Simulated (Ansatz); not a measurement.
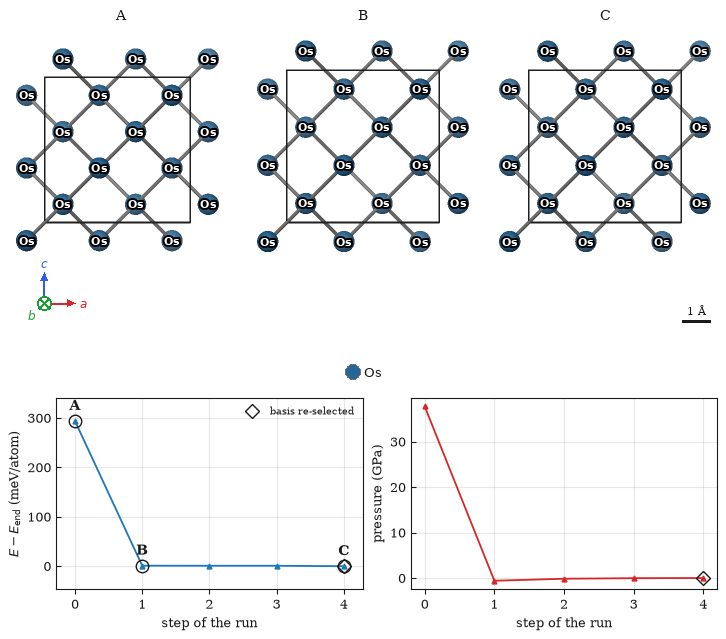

Frames of a relaxation of a crystal of Os (a generated structure, set up in Fd-3m), marked on the history of the run. A ball-and-stick model of the conventional cell (4 times the calculation's cell), seen along the b axis. Lengths and directions refer to the drawn axes.

Phase: diamond.

Theory: Ansatz 0.2.0, DFT, RPBE, plane waves (420 eV) with PAW, scalar-relativistic.

The input:
```yaml
crystal:
  lattice:
    - [0.0, 2.6631674351, 2.6631674351]
    - [2.6631674351, 0.0, 2.6631674351]
    - [2.6631674351, 2.6631674351, 0.0]
  atoms:
    - { symbol: Os, position: [0.125, 0.125, 0.125] }
    - { symbol: Os, position: [0.875, 0.875, 0.875] }
hamiltonian:
  xc: rpbe
  pseudopotentials:
    kind: paw
    azcp:
      Os: "pseudopotentials/Os.paw.azcp"
basis:
  ecutwfc: 420
  fft_grid_basis: typed
kpoints:
  mp_grid: { grid: [10, 10, 10], shift: [0, 0, 0] }
magnetization:
  spin_polarized: false
scf:
  occupations: { method: fermi_dirac, width: 0.1 }
relax:
  max_steps: 60
  f_tol: 0.01
  cell: {}
output:
  write_density: true
  write_potential: true
  elf: true
  volumetric_format: npy
```

### Describe the path.

No atom moves by more than 0.005 Å relative to the cell. The drawn cell changes as follows: a = b = c 5.326 → 5.581 Å (+4.8 %); the volume changes by +15.0 %. Among the contacts that change: Os1–Os2 2.306 → 2.416 Å. The space group stays Fd-3m (No. 227). Over 3 accepted moves (4 points after the start) the energy falls by 294 meV per atom. All forces vanish by symmetry, so only the cell relaxes. Pressure: 37.77 GPa at the start and 0.03 GPa at the end. The SCF was repeated once at an unchanged geometry on a basis and grid sized afresh for the cell, which shifted the energy by 1.0 meV per atom at most. The run took 4.9 s on 2 threads of Arm Neoverse V2, with other jobs on the host, peak memory 0.34 GiB. From step 0 to 1: volume +15.3 %, energy −293 meV per atom. From step 1 to 4: volume −0.3 %, energy −1.1 meV per atom.
